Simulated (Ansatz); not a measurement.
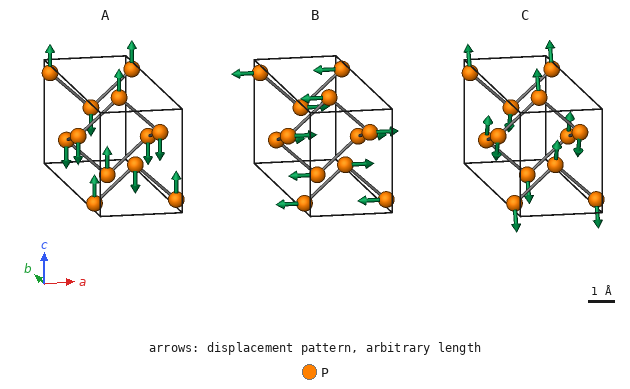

Modes of crystalline P, space group Cmce (No. 64), at the zone centre. The green arrows give the relative displacements of the atoms. Style: ball-and-stick. Shown: the conventional cell (2 times the calculation's cell), slightly off an axis. Lengths and directions refer to the drawn axes.

The calculation used DFT PBEsol, scalar-relativistic, plane waves, PAW in Ansatz 0.2.0.

Give the symmetry species and the selection rules of each.

Answer. A is B₂u, infrared-active by symmetry (457 cm⁻¹). B is A_u, silent by symmetry (neither infrared- nor Raman-active) (413 cm⁻¹). C is A_g, Raman-active by symmetry (443 cm⁻¹). The crystal has a centre of inversion, so no mode is both. In a metal the free carriers screen the infrared response.
